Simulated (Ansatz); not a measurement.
```
CELL_PARAMETERS angstrom
3.12282 0.00000 0.00000
0.00000 3.12282 0.00000
0.00000 0.00000 21.59084
ATOMIC_POSITIONS crystal
Ta 0.00000 0.00000 0.18526
N 0.50000 0.50000 0.18526
Ta 0.50000 0.50000 0.28904
N 0.00000 0.00000 0.28439
Ta 0.00000 0.00000 0.38324
N 0.50000 0.50000 0.39789
H 0.75000 0.75000 0.52526
```

A point of a scan over the structure, not its minimum; not relaxed (largest force 1.2 eV/Å); PAW files of the earlier set (soft_1); spin-polarised.

Theory: DFT PBE, scalar-relativistic, plane waves, PAW in Ansatz.

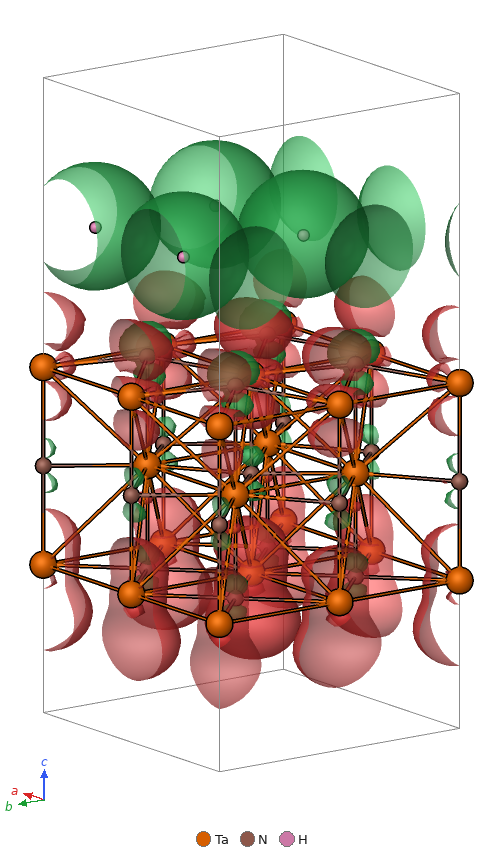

Ta3HN3 (slab). Isosurfaces of the spin density at +0.01 (green) and −0.01 e/Å³ (red), seen at an oblique angle. Sticks mark near contacts.

Core electrons are frozen (PAW), and the valence fields are smoothed inside the atomic spheres.

Where is the spin, and how is it ordered?

Answer. The spin density sits on H: +0.7 μB in one cell of 7 atoms, with smaller moments on other sites: Ta (up to −0.06 μB): a single local moment. The cell of the calculation (7 atoms) carries 0.5 μB of net spin moment.
